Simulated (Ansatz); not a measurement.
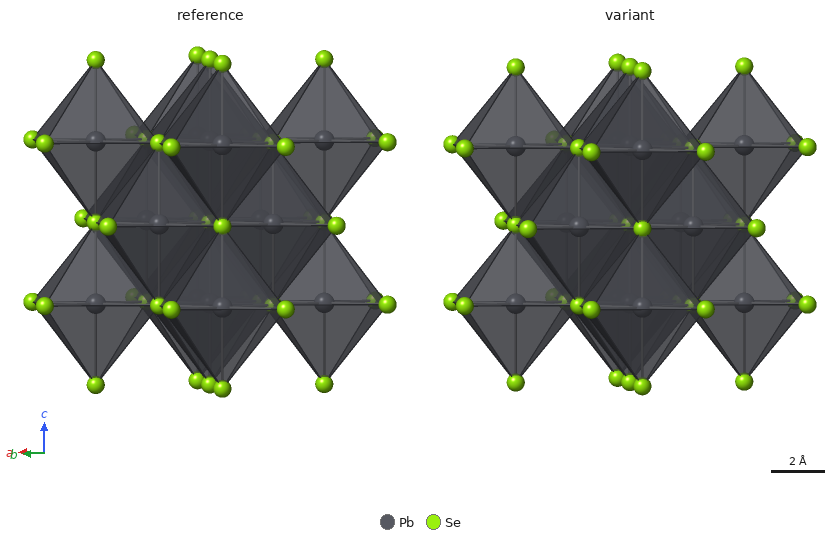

Left: a crystal of PbSe (built on the rocksalt type) at its r2SCAN-relaxed geometry. Right: the same structure after one change, at the same scale. The picture is a polyhedral view of the conventional cell (4 times the calculation's cell), seen from a free direction. Lengths and directions refer to the drawn axes.

The calculation used DFT, PBE, plane waves, PAW (Ansatz 0.2.0). (plane-wave cutoff 420 eV; k-point mesh 8 × 8 × 8; occupations fermi dirac; smearing width 0.02 eV; no spin polarisation)

Question: Which change leads from the left to the right?

Answer: The cell is strained by −3.0 % along c and none across it (volume −3.0 %). The atoms were relaxed with r2SCAN under that strain, and this is a single point on that geometry.

Question: What does the change do?

Answer: The energy rises by 17.1 meV per atom. Pressure: 0.9 GPa before, 2.7 GPa after. The principal stresses (compression positive) are 5.5 GPa along c and 1.4 GPa across it. All forces vanish by symmetry. The band gap goes from 0.37 to 0.25 eV. Some distances before and after: Pb–Se 3.089 → 2.996 to 3.089 Å. The space group (tolerance 0.01 Å) goes from Fm-3m (No. 225) to I4/mmm (No. 139).
